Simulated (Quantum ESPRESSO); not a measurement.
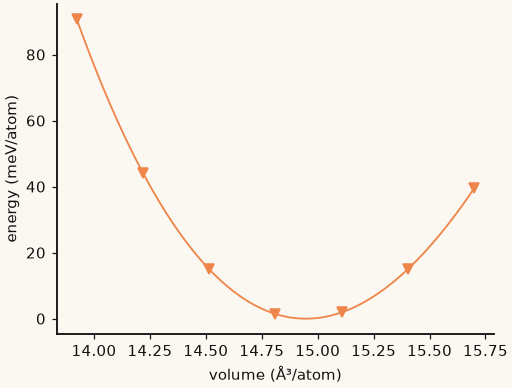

The plot gives the computed energy against volume.

Computed with Quantum ESPRESSO 7.5: plane-wave DFT, no spin polarisation; energies at scaled volumes of the given cell, shape and fractions fixed, counted from the fit's minimum, third-order Birch-Murnaghan fit. Level: PBE.

**For which of these solids was it computed?**
A. Re, P6_3/mmc (No. 194)
B. Cu₂O, Pn-3m (No. 224)
C. SnO, P4/nmm (No. 129)
D. Ge, P6_3/mmc (No. 194)

A, Re: energy from 1.43 meV/atom to 90.83 meV/atom, V0 14.95 Å³/atom, B0 365 GPa. The others give: Cu₂O, energy from 0.18 meV/atom to 45.59 meV/atom, V0 13.31 Å³/atom, B0 112 GPa; SnO, energy from 0.04 meV/atom to 57.11 meV/atom, V0 18.53 Å³/atom, B0 84.4 GPa; Ge, energy from 0.08 meV/atom to 53.86 meV/atom, V0 23.86 Å³/atom, B0 58.6 GPa.

For Ge, limits of the calculation: shape and atomic fractions are frozen while scaling, which makes layered, chain and framework solids too stiff.

For Re, limits of the calculation: shape and atomic fractions are frozen while scaling, which makes layered, chain and framework solids too stiff.

For SnO, limits of the calculation: shape and atomic fractions are frozen while scaling, which makes layered, chain and framework solids too stiff.
